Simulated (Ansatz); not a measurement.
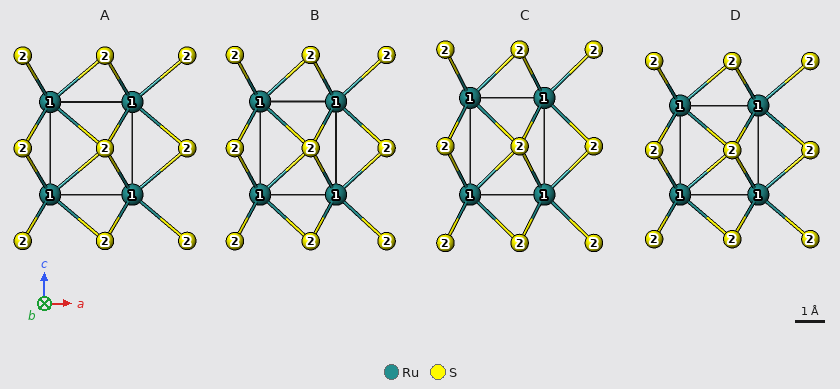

4 geometries from one relaxation of solid RuS (a generated structure, set up in P-6m2), in shuffled order. A ball-and-stick model of the cell of the calculation, seen along the b axis.

The run lets cell and atoms move.

The calculation used Kohn-Sham DFT of a periodic cell, PBE, Ansatz PAW in Ansatz. Settings: plane-wave cutoff 420 eV; k-point mesh 9 × 9 × 8; occupations fermi-dirac; smearing width 0.05 eV; target pressure 5 GPa; no spin polarisation; target pressure 5 GPa; cell and atoms relaxed; force threshold 0.01 eV/Å; at most 40 steps.

> Order the frames from highest to lowest energy.

A, D, B, C. They are steps 0, 1, 3, 7, at +98.0 meV per atom, +20.2 meV per atom, +6.9 meV per atom relative to the last. The atoms keep their places relative to the cell (all moves are under 0.005 Å). The drawn cell changes as follows: a = b 3.369 → 3.041 Å (−9.7 %), c 3.288 → 3.431 Å (+4.3 %); the volume changes by −15.0 %. Near-neighbour distances that change, for instance: Ru1–S2 2.547 → 2.455 Å. Among the angles between lasting bonds that change: S2–Ru1–S2 80.4° → 88.7°, Ru1–S2–Ru1 80.4° → 88.7°, Ru1–S2–Ru1 82.8° → 76.5°. The space group stays P-6m2 (No. 187). The energy falls by 98.0 meV per atom in 6 accepted moves (7 points after the start). With the target pressure of 5 GPa, the enthalpy E + pV changes by −174 meV per atom. All forces vanish by symmetry, so only the cell relaxes. Pressure: −14.49 GPa at the start and 5.02 GPa at the end. The SCF was repeated once at an unchanged geometry on a basis and grid sized afresh for the cell, which shifted the energy by 0.6 meV per atom at most. The run took 13 s on 2 threads of Arm Neoverse V1, with other jobs on the host, peak memory 0.33 GiB.
